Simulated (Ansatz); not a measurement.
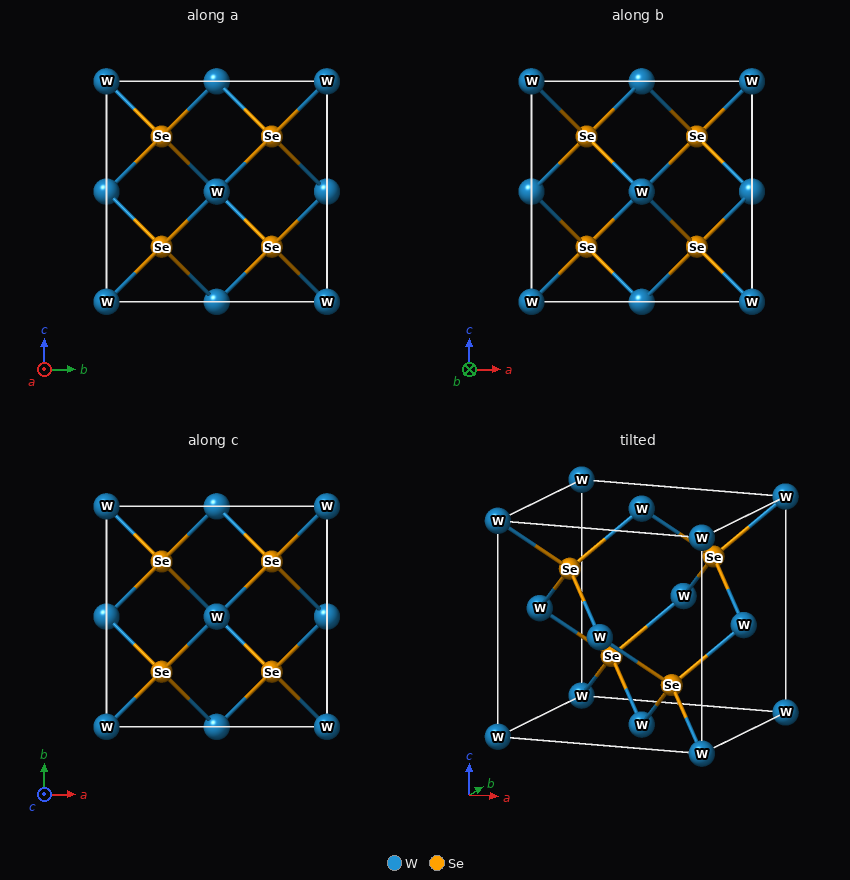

We look at a ball-and-stick model of the crystal along the a axis, along the b axis, along the c axis and slightly off an axis. The box is the conventional unit cell; atoms on or close to its faces, edges and corners are drawn wherever they repeat.

Lattice parameters: a = 5.935 Å, b = 5.935 Å, c = 5.935 Å, α = 90.00°, β = 90.00°, γ = 90.00°.

Q: Give the structure in the form of a table of Wyckoff sites.

A: Space group F-43m (No. 216).
| atom | site | x | y | z |
| --- | --- | --- | --- | --- |
| W | 4a | 0.0000 | 0.0000 | 0.0000 |
| Se | 4d | 0.2500 | 0.2500 | 0.7500 |

The model was built from a structure type filled with these elements by a generator (whether the compound takes this form wasn't checked). Earlier steps of the study, as a rule a relaxation of our own, may have changed the cell and positions, so they can lie some per cent off the listed ones. It was run through Ansatz as a DFT input.

At this level of theory the run's own cell isn't at rest (stretched, at -16 GPa), so its distances can differ from those at equilibrium, the more so the softer the solid.
